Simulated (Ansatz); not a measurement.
Consider CuI.

The calculation's input:

```
crystal:
  lattice:
    - [0.0, 3.087941342, 2.8494429657]
    - [2.8494429657, 0.0, 2.8494429657]
    - [2.8494429657, 3.087941342, 0.0]
  atoms:
    - { symbol: Cu, position: [0.75, 0.75, 0.75] }
    - { symbol: I, position: [0.0, 0.0, 0.0] }
basis:
  ecutwfc: 520.0
kpoints:
  mp_grid: { grid: [8, 8, 8] }
hamiltonian:
  xc: pbe
scf:
  occupations: { method: gaussian, width: 0.05 }
output:
  forces: true
  stress: true
  eigenvalues: true
  write_density: true
  write_potential: true
  elf: true
  volumetric_format: npy
```

Command:

```sh
ansatz run input.yaml --threads 1 --pin off --max-ram 2048MiB --backend cpu --events-out ev --progress --plain --runs-dir out
```

Below, planes, directions and counts refer to the conventional cell (a = 4.03 Å, b = 4.03 Å, c = 6.18 Å, α = 90.00°, β = 90.00°, γ = 90.00°).

Space group I-4m2; computed pressure about 6 GPa in this cell; computed without spin polarisation.

All numbers below come from DFT PBE, scalar-relativistic, plane waves, PAW (Ansatz 0.2.0).

What will maps of the valence pseudo-density and electron localisation function show?

Answer. Cu–I (2.54 Å): ρ at the midpoint is about 0.48 e/Å³, with its minimum of 0.42 e/Å³ about 1.1 Å from Cu; the ELF is about 0.55 at the midpoint.

Metal or insulator at this level of theory?

Answer. It is gapped, with a Kohn–Sham gap of 1.4 eV on the k-point mesh (the band edges may lie off the mesh, which would make the gap smaller).

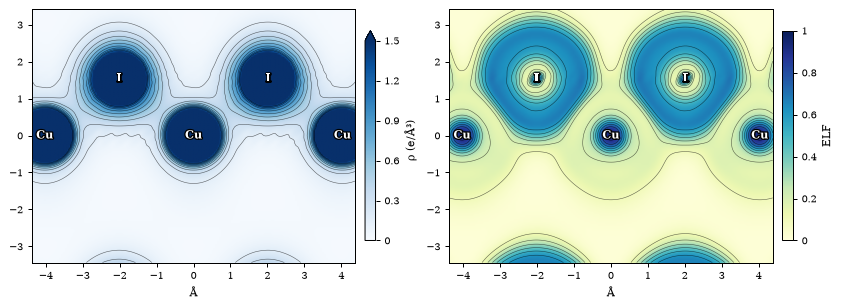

Computed valence pseudo-density and electron localisation function on the (100) plane of the conventional cell, in this order. 

In a PAW calculation such maps are meaningful between the atoms, not at the nuclei.
